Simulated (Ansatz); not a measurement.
A periodic structure is given below.

```xyz
2
Lattice="2.9861 0.0000 0.0000 0.0000 2.9861 0.0000 0.0000 0.0000 3.1205" Properties=species:S:1:pos:R:3 pbc="T T T"
Ti    0.0000    0.0000    0.0000
Co    1.4931    1.4931    1.5602
```

**Summarise the structure in words.**

It has the composition TiCo. The space group is P4/mmm (No. 123); the lattice is primitive tetragonal. Counting shared atoms by their share gives 1 Ti, 1 Co, or 2 atoms. Numbers of contacts at bonding distance: Ti 12 and Co 12. Not all metal-metal contacts are counted.

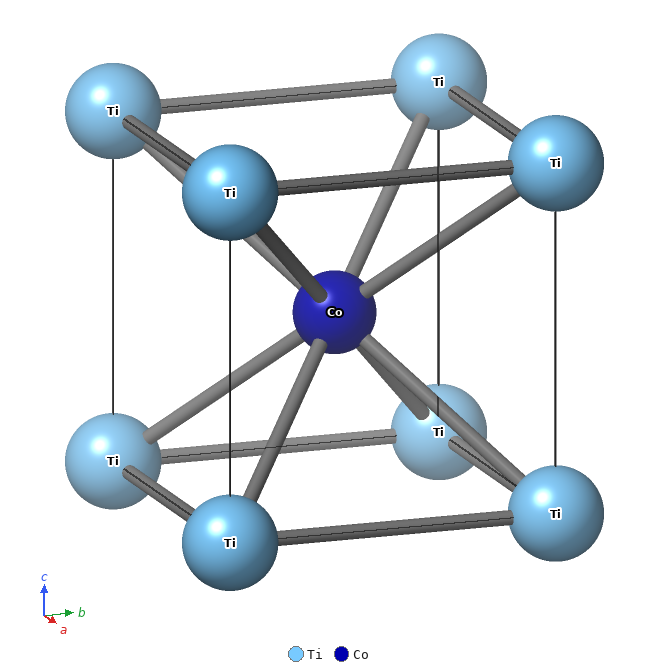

The crystal in a ball-and-stick representation, seen slightly off an axis. The outline marks the conventional unit cell.

The structure comes from a structure listed in the Materials Project. The cell was then strained or its atoms displaced on purpose. It was run through Ansatz as a DFT input.

At this level of theory the cell isn't at rest (stretched, at -14 GPa), so its distances can differ from those at equilibrium, the more so the softer the solid.
